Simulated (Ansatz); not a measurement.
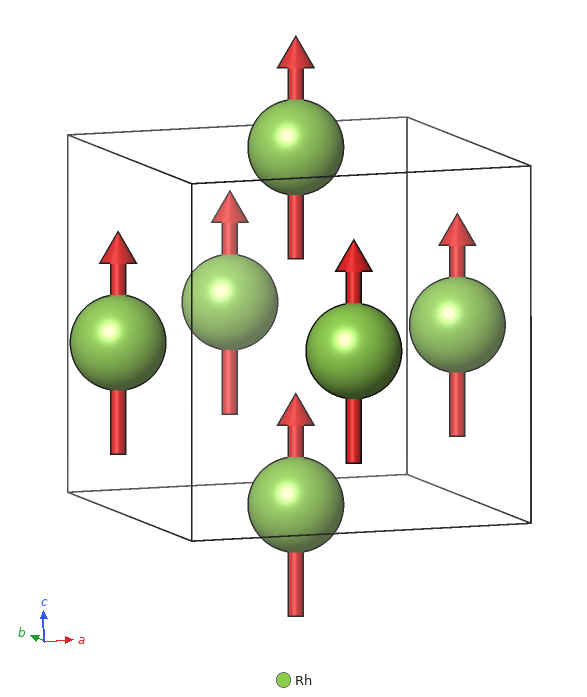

A spheres-only rendering, viewed slightly off an axis. The parallelepiped is the simulation cell. Arrows are the site magnetic moments above 0.25 μB; longer means larger, and red and blue are up and down (without spin-orbit coupling the axis itself is arbitrary).

This is one of several states within 2 meV/atom of each other for Rh. The calculation: DFT, PAW plane waves, PBE in Ansatz 0.2.0, with plane-wave cutoff 420 eV, Brillouin-zone sampling on a 4×4×4 mesh, Fermi-Dirac smearing of 0.039 eV, collinear spins.

Question: Characterise the magnetic order.

Answer: Ferromagnetic (within this cell). Site moments: 3 Rh +1.1 μB. The net spin moment of the whole cell is 3.3 μB.

The model is a known structure type with an atom taken out, added or moved, with the atoms shaken; its atoms and cell weren't optimised. It was run through Ansatz as a DFT input.

At this level of theory the cell isn't at rest (stretched, at -23 GPa), so its distances can differ from those at equilibrium, the more so the softer the solid, and its magnetic state may change on relaxation.
